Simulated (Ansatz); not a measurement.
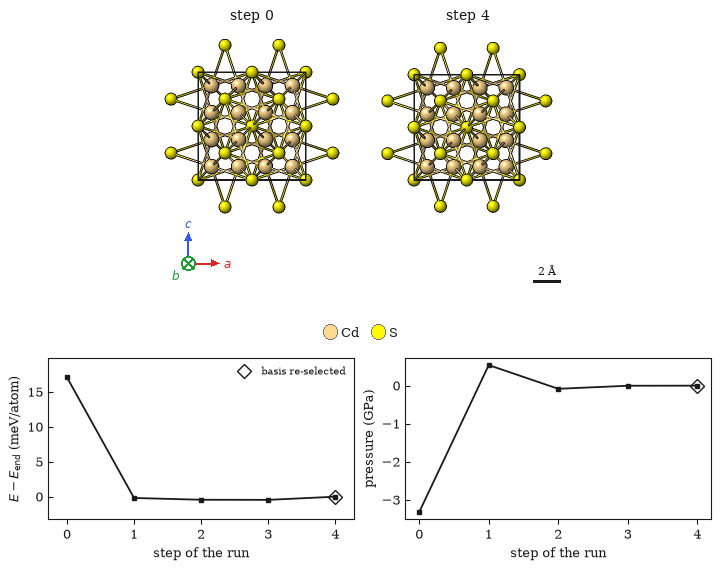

First and last geometry of a relaxation of a crystal of Cd₂S (a generated structure, set up in Fd-3m), with the history of the run. The picture is a ball-and-stick view of the conventional cell (4 times the calculation's cell), seen along the b axis. Lengths and directions refer to the drawn axes.

All numbers below come from DFT PBE, scalar-relativistic, plane waves, PAW (Ansatz 0.2.0).

Input
```yaml
crystal:
  lattice:
    - [0.0, 4.12734287, 4.12734287]
    - [4.12734287, 0.0, 4.12734287]
    - [4.12734287, 4.12734287, 0.0]
  atoms:
    - { symbol: Cd, position: [0.125, 0.625, 0.125] }
    - { symbol: Cd, position: [0.125, 0.125, 0.625] }
    - { symbol: Cd, position: [0.625, 0.125, 0.125] }
    - { symbol: Cd, position: [0.125, 0.125, 0.125] }
    - { symbol: S, position: [0.75, 0.75, 0.75] }
    - { symbol: S, position: [0.5, 0.5, 0.5] }
basis:
  ecutwfc: 420
kpoints:
  mp_grid: { grid: [8, 8, 8] }
hamiltonian:
  xc: pbe
scf:
  occupations: { method: gaussian, width: 0.02 }
output:
  forces: true
  stress: true
  eigenvalues: true
  write_density: true
  write_potential: true
  elf: true
  volumetric_format: npy
relax:
  adjacent_minimum: "off"
  f_tol: 0.01
  max_steps: 80
  cell: { stress_tol: 0.05 }
```

Run as
```bash
ansatz run input.yaml --threads 1 --pin off --max-ram 2048MiB --backend cpu --events-out ev --progress --plain --runs-dir out
```

> Did the run converge, and what did it change?

It converged. The energy falls by 17.1 meV per atom in 3 accepted moves (4 points after the start). All forces vanish by symmetry, so only the cell relaxes. The pressure goes from −3.32 to 0.00 GPa. At 1 point the geometry stayed and the basis and grid were re-selected for the new cell (energy shift of 0.5 meV per atom at most each time). No atom moves by more than 0.005 Å relative to the cell. Cell: a = b = c 8.255 → 8.070 Å (−2.2 %). Volume −6.6 %. Some distances before and after: Cd1–S5 3.422 → 3.346 Å, Cd1–Cd2 2.918 → 2.853 Å. The space group stays Fd-3m (No. 227).
